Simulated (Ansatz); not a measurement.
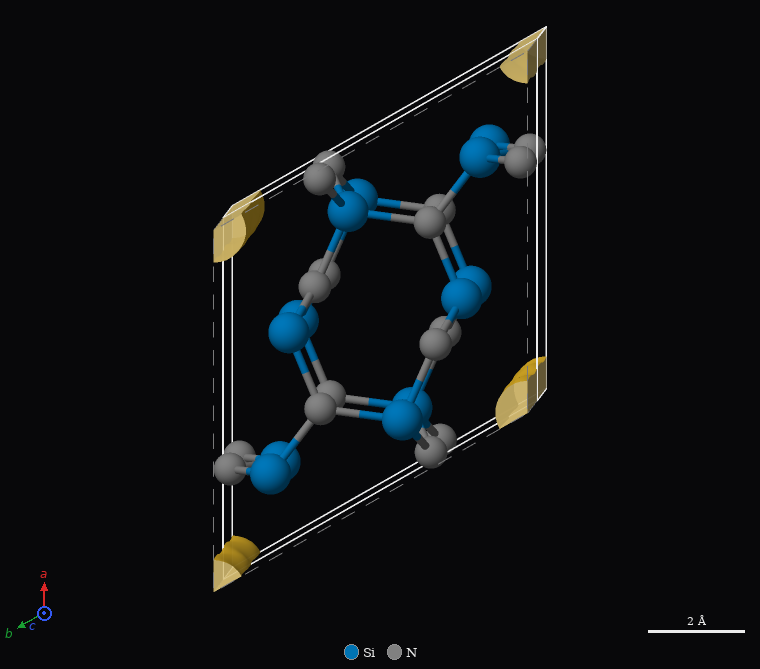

Crystal voids of Si₃N₄ (P6_3/m): the yellow surface encloses the regions where the procrystal electron density, the sum of the densities of spherically averaged neutral Hartree-Fock atoms, is below 0.007 e/bohr³ (1×1×2 cells, view nearly along [001]). No self-consistent density enters. Pale faces close the region where the drawn box cuts it. The usual level for crystal voids is 0.002 e/bohr³; this crystal has almost no region below it, so a higher level is used, which marks the interstitial space of lowest density.

The cell is taken from the end point of a relaxation with DFT, PBE-D3(BJ), plane waves, PAW (Ansatz).

```
Si N
1.0
     7.61877    0.00000    0.00000
    -3.80939    6.59805    0.00000
     0.00000    0.00000    2.91122
Si N
6 8
Direct
  0.76783 0.17407 0.25000
  0.59376 0.76783 0.75000
  0.82593 0.59376 0.25000
  0.23217 0.82593 0.75000
  0.40624 0.23217 0.25000
  0.17407 0.40624 0.75000
  0.02988 0.32995 0.25000
  0.69993 0.02988 0.75000
  0.67005 0.69993 0.25000
  0.97012 0.67005 0.75000
  0.30007 0.97012 0.25000
  0.32995 0.30007 0.75000
  0.33333 0.66667 0.75000
  0.66667 0.33333 0.25000
```

Q: What share of the cell is void by this measure?

A: The voids take about 2.9 % of the cell (4.3 Å³ of 146.3 Å³) and are bounded by about 13 Å² of surface per cell.

Q: What shape does the empty space take in three dimensions?

A: Where they connect, they form one-dimensional channels along [001].

Q: How low does the density fall, and where?

A: To about 0.0041 e/bohr³ near 0.00, 0.00, 0.00 (fractional), 2.5 Å from the nearest nucleus.

Q: At what density do the voids first join through the crystal?

A: At about 0.0042 e/bohr³, as one-dimensional channels along [001].
